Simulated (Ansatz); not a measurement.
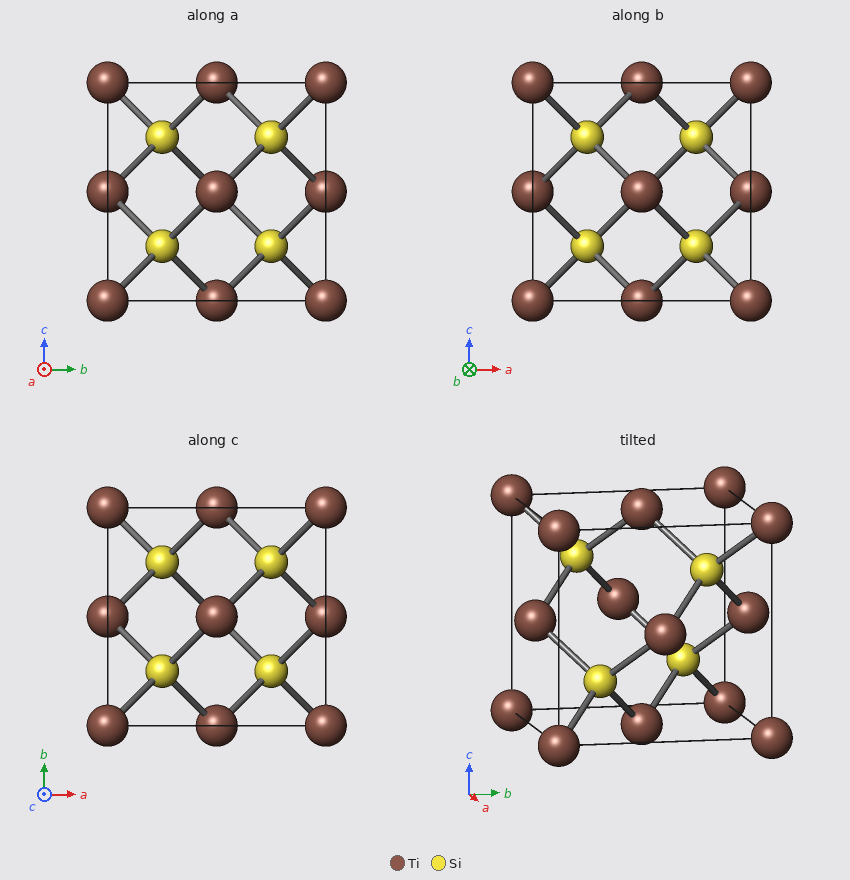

Shown here is a ball-and-stick view of the crystal, taken along the a axis, along the b axis, along the c axis and slightly off an axis. The frame is the conventional unit cell; atoms at its boundary are shown with their periodic copies.

Lattice parameters: a = 5.6056 Å, b = 5.6056 Å, c = 5.6056 Å, α = 90.000°, β = 90.000°, γ = 90.000°.

**Put the structure into a CIF with its space group and independent sites.**

```cif
data_structure
_symmetry_space_group_name_H-M 'F -4 3 m'
_symmetry_Int_Tables_number 216
_cell_length_a 5.6056
_cell_length_b 5.6056
_cell_length_c 5.6056
_cell_angle_alpha 90.000
_cell_angle_beta 90.000
_cell_angle_gamma 90.000
_cell_volume 176.14
loop_
_atom_site_label
_atom_site_type_symbol
_atom_site_symmetry_multiplicity
_atom_site_Wyckoff_symbol
_atom_site_fract_x
_atom_site_fract_y
_atom_site_fract_z
_atom_site_occupancy
Ti1 Ti 4 a 0.0000 0.0000 0.0000 1
Si1 Si 4 d 0.2500 0.2500 0.7500 1
```

Starting structure: a structure type filled with these elements by a generator (whether the compound takes this form wasn't checked). Earlier steps of the study, as a rule a relaxation of our own, may have changed the cell and positions, so they can lie some per cent off the listed ones. It went into a calculation with Ansatz.

At this level of theory the run's own cell isn't at rest (compressed, at 7 GPa), so its distances can differ from those at equilibrium, the more so the softer the solid.
